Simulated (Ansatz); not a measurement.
# Monolayer TaS2: simulated STM

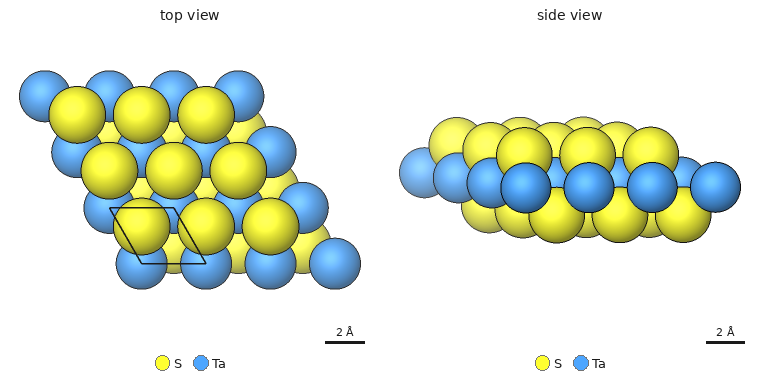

The relaxed structure from above and from the side.

Method: Ansatz, DFT PBE+D3(BJ), scalar-relativistic, plane waves, PAW. Cutoff 420 eV, 36 × 36 k-points, Gaussian smearing 0.05 eV, dipole correction. No spin polarisation; a magnetic state wasn't tried and may lie lower. Spin–orbit coupling is left out; with Ta it can shift levels and gaps. The run warns that the functional's potential is rough in the thin density of the vacuum, where the tip is; weak contrasts and barriers may feel it.

Images follow the Tersoff–Hamann model: the current is the local density of the sample's states between the Fermi level and the bias, at the tip's centre. Bias windows are sharp sums over the levels of the k mesh.

The calculation's input:

```yaml
crystal:
  lattice:
    - [3.345597341, 0.0, 0.0]
    - [-1.6727986705, 2.8973722882, 0.0]
    - [0.0, 0.0, 20.0806707452]
  atoms:
    - { symbol: S, position: [0.6666666667, 0.3333333333, 0.4232926334] }
    - { symbol: Ta, position: [0.0, 0.0, 0.5000000011] }
    - { symbol: S, position: [0.3333333333, 0.6666666667, 0.5767073666] }
basis:
  ecutwfc: 420
  fft_grid_basis: typed
kpoints:
  mp_grid: { grid: [36, 36, 1] }
hamiltonian:
  xc: pbe
  dispersion: d3bj
scf:
  occupations: { method: gaussian, width: 0.05 }
output:
  forces: true
  eigenvalues: true
  band_densities:
    - { e_range: [-2.0, -1.0] }
    - { e_range: [-1.0, -0.5] }
    - { e_range: [-0.5, -0.25] }
    - { e_range: [-0.25, 0.0] }
    - { e_range: [0.0, 0.25] }
    - { e_range: [0.25, 0.5] }
    - { e_range: [0.5, 1.0] }
    - { e_range: [1.0, 1.5] }
  band_residual_tolerance: 1.0e-05
  write_potential: true
  elf: true
  write_density: true
  volumetric_format: npy
efield:
  axis: 3
  dipole_correction: true
  ramp_width: 0.04
checkpoint:
  read: start.run
  write: ck
  compress: false
  write_wavefunctions: false
  write_every: 100000
```

Run with:

```sh
ansatz run input.yaml --threads 4 --pin off --max-ram 5898MiB --backend cpu --events-out ev --progress --plain --runs-dir out
```

Cost without the relaxation before it: 7.1 s on 4 threads of Intel(R) Xeon(R) 6975P-C (Granite Rapids), with other jobs on the host, peak memory 0.81 GiB.

## 1. One image

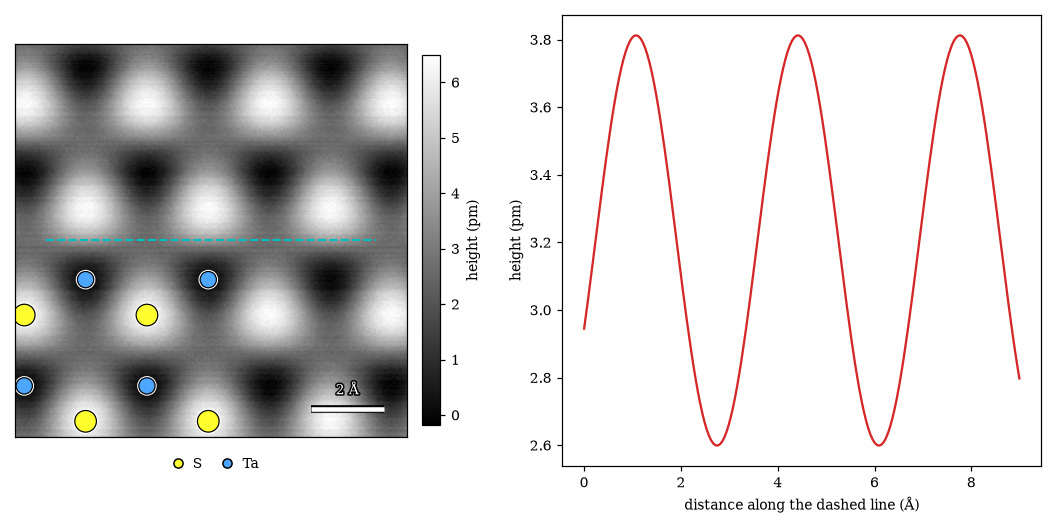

Constant-current image at a set point of 3.3 × 10⁻⁶ e/Å³ of this surface, sample bias +1.00 V. The atoms seen from above are drawn over one corner (deeper ones smaller). The right panel is the profile along the dashed line. Noise was added to mimic a scan.

**Assign the bright and dark features to the surface structure.**

The brightest spots lie over the top S atoms; the darkest points are over the sites above the Ta atoms 1.5 Å below the top plane. The corrugation is 6 pm at a mean tip height of 4.5 Å. So weak a contrast (6 pm) depends on the k-mesh and on the tip.

## 2. Approach curves

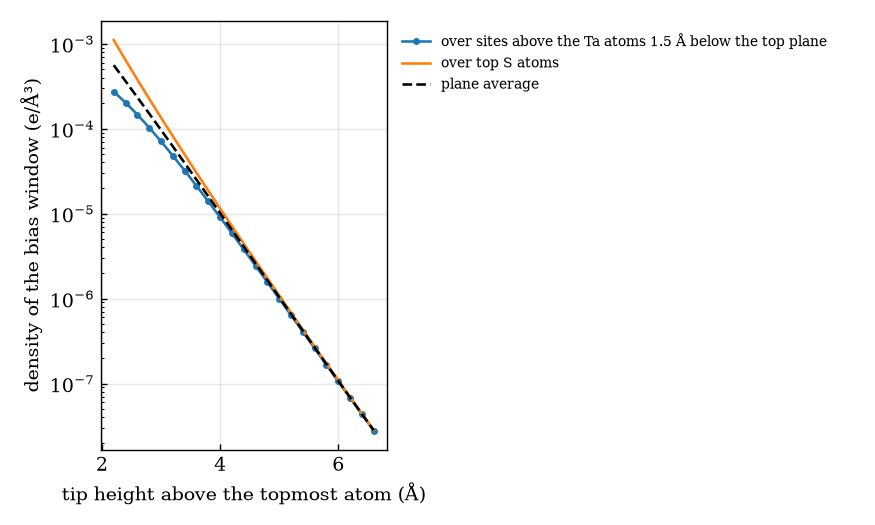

Approach curves over this surface at a sample bias of +1.00 V.

**How fast does the current decay, and what apparent barrier height does that imply?**

Near 4 Å the plane average falls as exp(−2.27 z/Å), a factor of 9.7 per ångström, which gives an apparent barrier of 4.9 eV (0.952 eV Å² times the slope squared). The vacuum level lies 5.06 eV above zero bias. The upper edge of the window lies 4.06 eV under it. The apparent barrier is above 4.06 eV. At 4 Å the 0.50 eV of states nearest the upper edge carry 55 % of the density.

## 3. States by depth

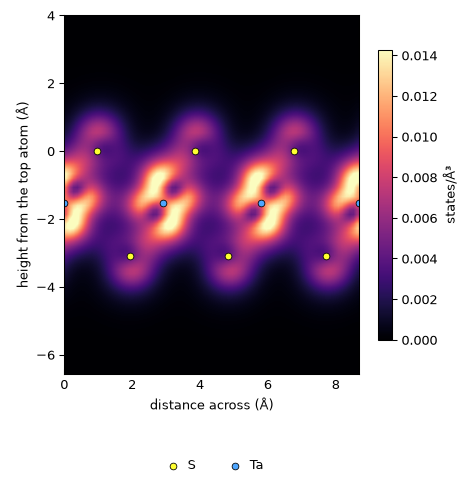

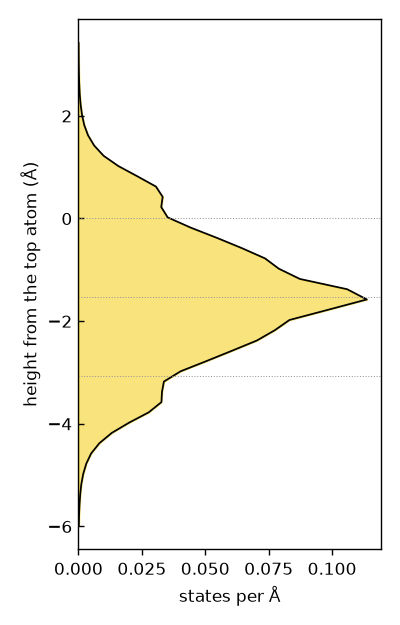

Density of all states between −0.25 and 0.00 eV (zero: the Fermi level) of this surface: side view, averaged along the second cell vector, and the full density summed over planes, the part near the nuclei included (dotted lines mark the atomic planes).

The first picture shows the smooth PAW orbitals' density alone; the shares below count all of it.

**Where in the slab do these states sit?**

The window holds 0.3 states per cell. Shares by plane (space cut midway between planes), top to bottom: S 27 %, Ta 46 %, S 27 %; the outer planes' shares include the vacuum, and density in a gap between layers is shared out between the planes on either side.
